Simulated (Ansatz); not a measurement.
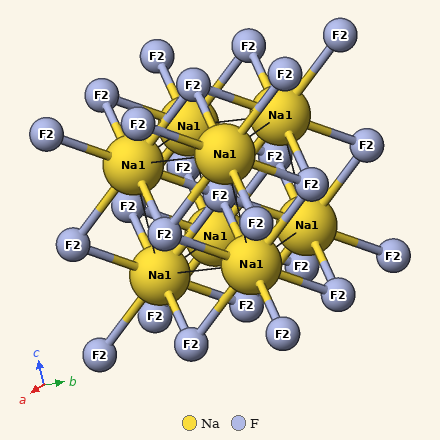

The system is NaF (Fm-3m, No. 225; 2 atoms in the cell); the picture shows the reference structure. The cell is strained homogeneously, by one strain along x and y and another along z, with fractional coordinates fixed (x, y and z along the cube axes). The first coordinate is: strain along x and y; the second: strain along z. The grid has 5 × 5 points. Points are written as (first, second). Energies are in meV/atom, from the lowest grid point. The reference cell is the one listed in the database, not relaxed at this level. Theory: DFT PBE, scalar-relativistic, plane waves, PAW (Ansatz). Settings: cutoff 420 eV, k-mesh 8×8×8, gaussian smearing 0.05 eV, no spin polarisation.

Its coordinates:

```
CELL_PARAMETERS angstrom
0.00000 2.32330 2.32330
2.32330 0.00000 2.32330
2.32330 2.32330 0.00000
ATOMIC_POSITIONS crystal
Na 0.00000 0.00000 0.00000
F 0.50000 0.50000 0.50000
```

Range: strain along x and y from −5.0 to 5.0 %; strain along z from −5.0 to 5.0 %.

**What will the energy surface look like?**

The lowest grid point is at (0.0 %, 2.5 %). The bottom of the well lies between grid points, at about (1.2 %, 1.2 %), about 1.4 meV/atom lower on the interpolated surface. It is the only kind of minimum in the scanned range. The highest grid point, (−5.0 %, −5.0 %), lies 74.9 meV/atom above the lowest. Round the minimum the valley is somewhat tilted: raising strain along x and y shifts the best value of strain along z downwards (coupling k₁₂/√(k₁₁k₂₂) about 0.3). The gap on the k-mesh is 6.1 eV at the lowest point and runs from 5.6 to 7.2 eV over the map.

| strain along z ↓, strain along x and y → | −5.0 | −2.5 | 0.0 | 2.5 | 5.0 |
| --- | --- | --- | --- | --- | --- |
| 5.0 | 38.9 | 12.3 | 2.9 | 6.3 | 19.2 |
| 2.5 | 40.2 | 11.5 | 0.0 | 1.4 | 12.2 |
| 0.0 | 45.5 | 14.7 | 1.0 | 0.1 | 8.8 |
| −2.5 | 56.5 | 23.3 | 7.3 | 4.1 | 10.5 |
| −5.0 | 74.9 | 39.2 | 20.7 | 15.2 | 19.2 |

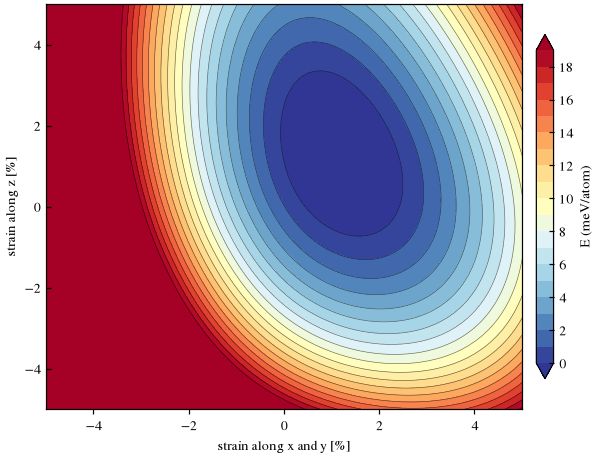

The picture shows filled contours, one colour for all values above the top of the scale. Between grid points the surface is interpolated.
